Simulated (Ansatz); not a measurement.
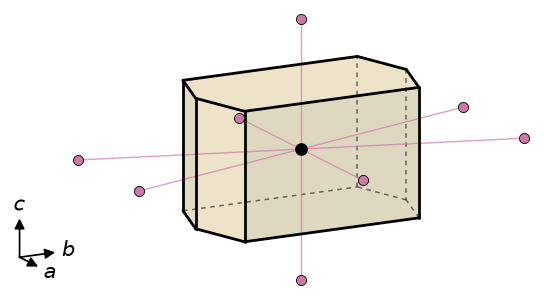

For Cu, the input geometry of an electronic-structure calculation (not necessarily at equilibrium): the Wigner–Seitz cell of the crystal's lattice, with lines to the lattice points that define its faces. Symmetry computed with spglib at a tolerance of 0.002 Å; standard conventional cell.

a = 2.437 Å, b = 7.953 Å, c = 2.475 Å, α = 90.00°, β = 90.00°, γ = 90.00°; space group Cmcm, No. 63.

Describe the polyhedron.

Answer. A hexagonal prism: 8 faces (6 with 4 edges, 2 with 6 edges), 18 edges, 12 vertices. Its volume is that of the primitive cell, 24.0 Å³.

Which lattice vectors do the faces bisect?

Answer.
```
      example  length (Å)  faces  edges of each  area (Å²)
            a        2.44      2              4        8.9
            c        2.48      2              6        9.7
1/2 a + 1/2 b        4.16      4              4        3.2
```
